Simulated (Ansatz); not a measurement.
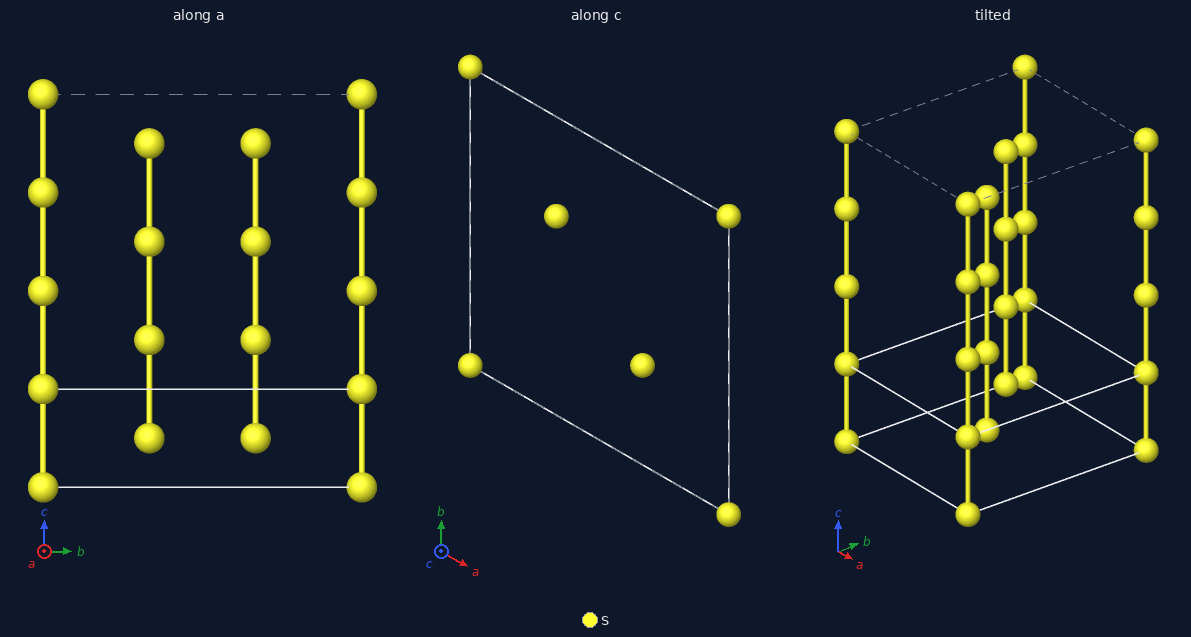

An orthographic ball-and-stick view of the structure, along the a axis, along the c axis and slightly off an axis. The conventional unit cell (solid box) is repeated to 1×1×4 cells. Cell: a = 7.884 Å, b = 7.884 Å, c = 2.104 Å, α = 90.00°, β = 90.00°, γ = 120.00°.

The element is sulfur. It is primitive hexagonal, space group P6/mmm (No. 191). The cell holds three atoms. Each S has two S in a linear arrangement at about 2.1 Å. The bonds build S chains along [001].

The model was built from a textbook structure type filled with this element (whether it is the usual form wasn't checked). The final geometry of a relaxation with Ansatz 0.2.0, DFT PBE, scalar-relativistic, plane waves, PAW is shown.
